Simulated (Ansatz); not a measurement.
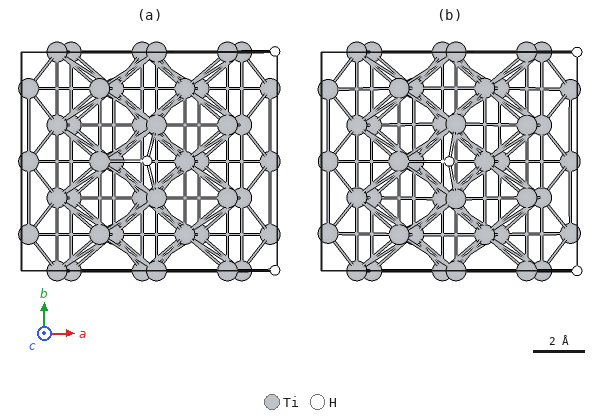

The structure of a defect cell of composition Ti$_{18}$H before (left) and after (right) a relaxation, at one scale.

Style: ball-and-stick. Shown: the conventional cell (2 times the calculation's cell), along the c axis. Lengths and directions refer to the drawn axes.

Case: H interstitial, charge +0, atoms relaxed.

Level of theory: Ansatz 0.2.0, DFT PBEsol, scalar-relativistic, plane waves, PAW. (plane-wave cutoff 420 eV; k-point mesh 4 × 4 × 4; occupations gaussian; smearing width 0.1 eV; mesh shifted by (0.5, 0.5, 0.5); no spin polarisation; atoms relaxed in a fixed cell; force threshold 0.02 eV/Å; at most 60 steps)

Summarise the run.

Answer. Over 3 geometry steps the energy falls by 72.7 meV per cell of the calculation. Largest force component: 0.53 eV/Å at the start, 0.0038 eV/Å at the end. The largest move is that of the H atom, 0.096 Å along [3 −1 3]. By element the largest moves are H 0.096 Å, Ti 0.051 Å. The cell doesn't change. Near-neighbour distances that change, for instance: H–Ti 1.935 → 2.067 Å, Ti–Ti 2.900 → 2.979 Å, H–Ti 1.996 → 2.067 Å, H–Ti 2.126 → 2.067 Å. Among the angles between lasting bonds that change: Ti–H–Ti 174.3° → 180.0°, Ti–H–Ti 174.6° → 180.0°, Ti–H–Ti 92.6° → 87.8°.

Limits of the set-up: the periodic images lie only 6.8 Å apart, so the values are limited by the cell's size.
